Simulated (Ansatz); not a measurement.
**Single-point calculation of Ir**

- system: Ir (2 atoms in the cell)
- method: DFT PBE+D3(BJ), scalar-relativistic, plane waves, PAW, no spin polarisation (Ansatz 0.2.0)

The structure derives from a Materials Project entry.

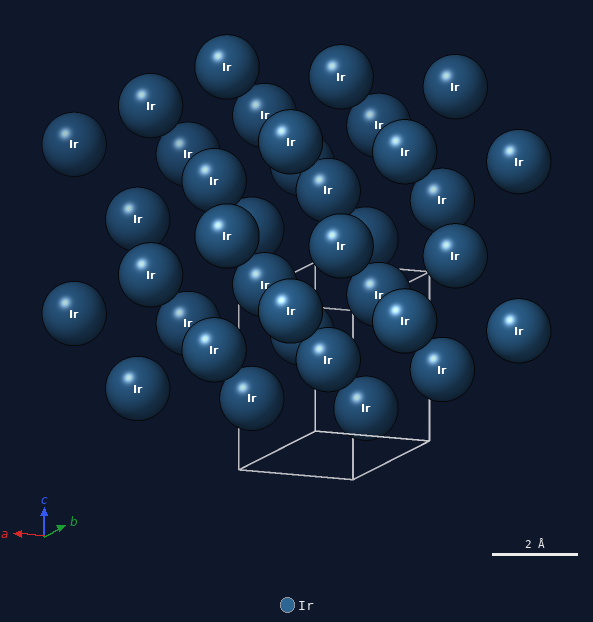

*The structure as given in the input (spheres-only view of the cell of the calculation, repeated 3 × 3 × 2, seen at an oblique angle).*

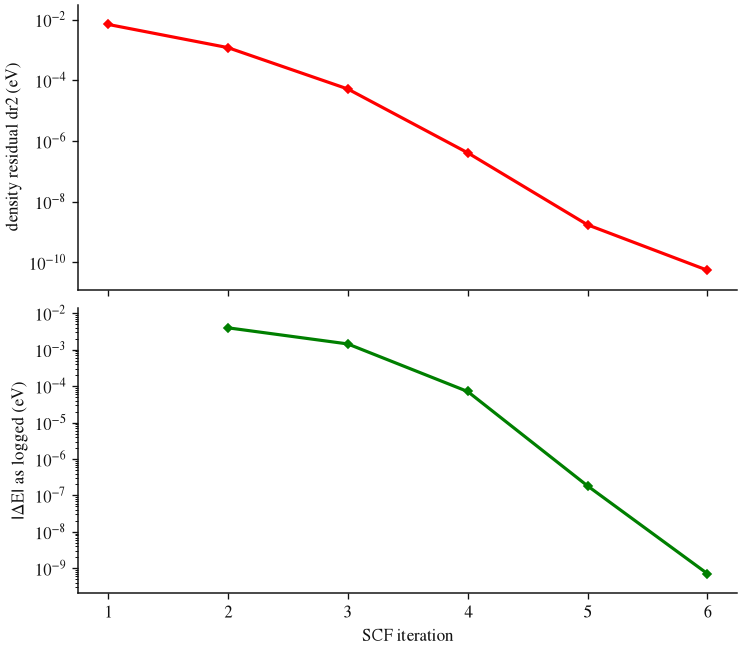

*Convergence of the self-consistent field: density residual dr2 and size of the energy change against the SCF iteration.*

The residual falls at every step.

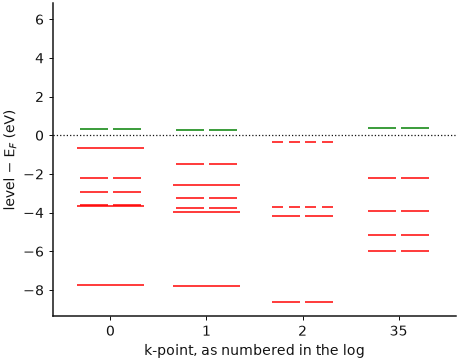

*Kohn–Sham levels near the Fermi level (dotted) at the few k-points that the log prints; levels within 0.02 eV of each other stand side by side.*

The system is metallic on the full mesh.

The input and output of the run follow.

Input
```yaml
crystal:
  lattice:
    - [2.7513778946, 0.0, 0.0]
    - [-1.3756889473, 2.3827631521, 0.0]
    - [0.0, 0.0, 4.46229]
  atoms:
    - { symbol: Ir, position: [0.66666667, 0.33333333, 0.75] }
    - { symbol: Ir, position: [0.33333333, 0.66666667, 0.25] }
basis:
  ecutwfc: 420
kpoints:
  mp_grid: { grid: [9, 9, 4] }
hamiltonian:
  xc: pbe
  dispersion: d3bj
scf:
  occupations: { method: gaussian, width: 0.1 }
output:
  forces: true
  stress: true
  eigenvalues: true
```

Output
```
Engine: ansatz 0.2.0, aarch64-unknown-linux-gnu
Pseudopotentials: kind: paw
Pseudopotential: Ir, paw, valence charge 17, recommended cutoff 420 eV (normal), Ir.paw.azcp
Functional definition: PBE
  parameter kappa = 0.804
  parameter beta = 0.06672455060314922
  exchange = pbe_x(kappa = kappa, mu = beta*pi^2/3)
  correlation = pbe_c(beta = beta)
Crystal: 2 atoms, lattice volume = 29.254 Å³
Basis set: ecut = 420 eV, 573 PW (Γ), exchange–correlation on 40×40×60 points (8 copies of the dense FFT grid, shifted against one another)
Bands: 21, of which v1, the nominal top of the filled ones, is band 17 counted from 1 (16 counted from 0)
Symmetry: 24 space group operations
Space group: P63/mmc (ITA 194), of the structure as read, at distance tolerance 3.1e-5 Å
k-points: 36 of 324
Non-local potential: Ir, projectors of the file, l = 0: 3, l = 1: 2, l = 2: 2, l = 3: 1
PAW form: soft (Blöchl's): semilocal exchange-correlation on the pseudo side does not see the compensation charge
PAW one-centre angular grid: Ir, 590 points (default); XC on 64 Gauss nodes
Initial density: superposition of atomic densities (neutral atoms: chi_scale 0, normalization atom), corrected by the library's trained network
Initial wavefunctions: pseudopotential atomic-orbital guess
Functional: x = pbe(κ = 0.804, μ = 0.2195149727645171), c = pbe(β = 0.06672455060314922)
SCF iter   1: F=—  HF=-23871.934824 eV  |F-HF|=—  |Δ(HF+E_count)|=         —  Δρ=8.65e-3  dr2=6.92e-3  ethr=1.77e-3  ⟨swp⟩=4.6  Hψ=2935  notcnv=0
preconditioner: auto → none  [insulator: Δε(μ)=0.141 eV  Ē_g=7.773 eV  σ=0.100 eV  W_gap=0.64  n_scr=8 (ndim 8)  ℏωp=29.1 eV  f_vac=0.000  D(μ)=1.31/eV (n_scr^D=10)  ε∞_Penn≈15.0]
SCF iter   2: F=—  HF=-23871.938816 eV  |F-HF|=—  |Δ(HF+E_count)|=   3.99e-3  Δρ=4.24e-3  dr2=1.19e-3  ethr=2.04e-5  ⟨swp⟩=2.1  Hψ=1334  notcnv=0
SCF iter   3: F=—  HF=-23871.940261 eV  |F-HF|=—  |Δ(HF+E_count)|=   1.44e-3  Δρ=7.63e-4  dr2=5.17e-5  ethr=3.49e-6  ⟨swp⟩=2.2  Hψ=974  notcnv=0
SCF iter   4: F=—  HF=-23871.940332 eV  |F-HF|=—  |Δ(HF+E_count)|=   7.13e-5  Δρ=6.47e-5  dr2=4.10e-7  ethr=1.52e-7  ⟨swp⟩=2.0  Hψ=1068  notcnv=0
iter 5 did not close the SCF: its close was put off for the readings that it lacked (scf_convergence_deferred on its scf_iter line)
SCF iter   5: F=-23871.940332 eV  HF=-23871.940332 eV  |F-HF|=4.15e-10  |Δ(HF+E_count)|=   1.83e-7  Δρ=4.14e-6  dr2=1.74e-9  ethr=1.21e-9  ⟨swp⟩=2.5  Hψ=1246  notcnv=0
SCF iter   6: F=-23871.940332 eV  HF=-23871.940332 eV  |F-HF|=1.46e-11  |Δ(HF+E_count)|=  7.13e-10  Δρ=9.60e-7  dr2=5.54e-11  ethr=5.12e-12  ⟨swp⟩=2.5  Hψ=2389  notcnv=0
SCF 1 converged in 6 iterations: F = -23871.940332 eV  dr2 = 5.54e-11
  greatest PAW one-centre occupation: 1.000 electrons in one spin orbital (limit 2), on the Ir atom at site 1 (counted from 0), in its partial waves of l = 0
SCF converged after 6 iterations
Free energy (F): -23871.940332 eV
Harris-Foulkes:  -23871.940332 eV  (|F-HF|=1.46e-11)
Internal energy: -23871.933799 eV  (E = F + TS)
E sigma→0 (E₀):  -23871.937065 eV
Entropy (-TS):   -0.006534 eV (-3.267 meV/atom)
Fermi energy:    24.790744 eV
--- Per-component energies (eV) ---
  E_band       = -195.337665
  E_kinetic    = 1244.441047
  E_local      = -2205.003764  (includes V_loc(G=0)·N_el)
  E_nonlocal   = 145.006638
  E_hartree    = 841.574642
  E_xc         = -535.387606
  E_vxc        = -599.455181  (∫ρ·V_xc dr)
  E_paw        = -18446.619507  (= ΣΔE_a)
  E_vpaw       = -463.475763  (= ΣTr[D̂ρ^β])
  E_aug_tail   = 0.000111  (compensation charges beyond the density's cutoff)
  E_ewald      = -4914.524980
  E_disp       = -1.420378  (pairwise vdW)
  E_smearing   = -0.006534  (= −TS)
  E_closure    = 0.000000  (closes the sum)
  Σ components = -23871.940332   (vs F -23871.940332, Δ=0.00e0)
--- Forces (eV/Å), atoms counted from 1 ---
  atom   1  Ir     0.00000000    -0.00000000     0.00000000
  atom   2  Ir     0.00000000     0.00000000     0.00000000
  max |Σ_I F_I| component: 9.25e-18 eV/Å
--- Stress (GPa, compression-positive) ---
      -10.072257       0.000000       0.000000
        0.000000     -10.072257       0.000000
        0.000000       0.000000     -10.163492
  P = ⅓ Tr σ = -10.1027 GPa (-101.027 kbar)
--- Band table (eV; the first three rows and the last of 36) ---
  k-point 0: bands = ["-67.9941", "-67.9359", "-25.2304", "-24.6115", "-24.6115", "-24.5170", "-24.5079", "-24.5079", "13.9885", "17.0269", "21.1129", "21.2131", "21.2131", "21.8386", "21.8386", "22.6022", "22.6022", "24.1211", "25.1398", "25.1398", "31.6599"]
  k-point 1: bands = ["-67.9856", "-67.9444", "-25.1293", "-24.6250", "-24.5964", "-24.5964", "-24.5231", "-24.5231", "14.6510", "17.0022", "20.8359", "21.0271", "21.0271", "21.5367", "21.5367", "22.2271", "23.2944", "23.2944", "25.0637", "25.0637", "34.6048"]
  k-point 2: bands = ["-67.9650", "-67.9650", "-24.8807", "-24.8807", "-24.5599", "-24.5599", "-24.5599", "-24.5599", "16.1838", "16.1838", "20.6420", "20.6420", "21.0955", "21.0955", "21.0955", "21.0955", "24.4246", "24.4246", "24.4246", "24.4246", "38.0218"]
  k-point 35: bands = ["-67.9242", "-67.9242", "-25.0763", "-25.0763", "-24.9249", "-24.9249", "-24.6472", "-24.6472", "18.8295", "18.8295", "19.6557", "19.6557", "20.8948", "20.8948", "22.5835", "22.5835", "25.1730", "25.1730", "31.8219", "31.8219", "32.4111"]
```

Summary

| quantity | value |
| --- | --- |
| outcome | converged |
| space group (tolerance 0.01 Å) | P6₃/mmc (194) |
| electrons treated | 34 |
| free energy | −23871.9403 eV |
| Fermi energy | 24.791 eV |
| gap on the k-point mesh | none (metallic) |
| pressure | −10.10 GPa |
| largest force (length of the vector) | under 0.001 eV/Å |
| hardware | 2 threads of an Arm (aarch64) CPU, shared host |
| wall time | 0.55 s (CPU time 0.96 s) |
| peak memory | 0.28 GiB |

Remarks

Spin–orbit coupling is left out, which matters for Ir. The cell is under a tension of 10.1 GPa at this level, so it is not at its equilibrium volume.
